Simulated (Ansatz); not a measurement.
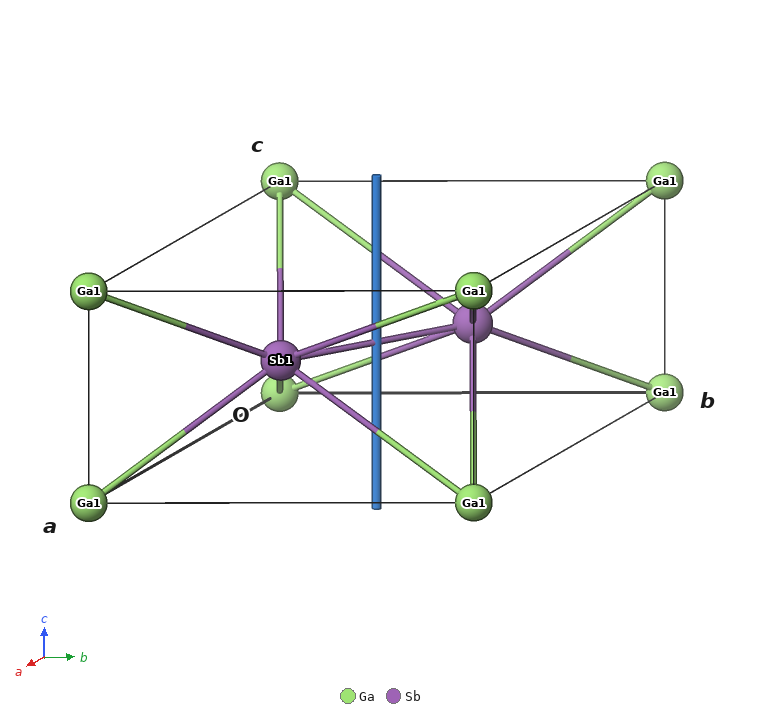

The coloured rod is the axis of a symmetry operation of the crystal. Crystal: GaSb2, the geometry relaxed with DFT PBE, scalar-relativistic, plane waves, PAW (Ansatz 0.2.0); the starting structure was generated, so it need not be a known form of this composition. Symmetry computed with spglib at a tolerance of 0.002 Å; standard conventional cell.

a = 5.402 Å, b = 5.402 Å, c = 3.148 Å, α = 90.00°, β = 90.00°, γ = 120.00°.

```csv
atom,x,y,z
Ga1,0.0000,0.0000,0.0000
Sb1,0.6667,0.3333,0.5000
Sb2,0.3333,0.6667,0.5000
```

Take the operation x, y, z → −x+1, −y+1, z.

> What kind of operation is it, and where does it lie?

It is a 2-fold rotation, about the line along [0 0 1] through (1/2, 1/2, 1/2).

> Onto which atom does it carry each atom (up to whole multiples of a, b and c)?

Ga1 → Ga1, Sb1 → Sb2, Sb2 → Sb1.
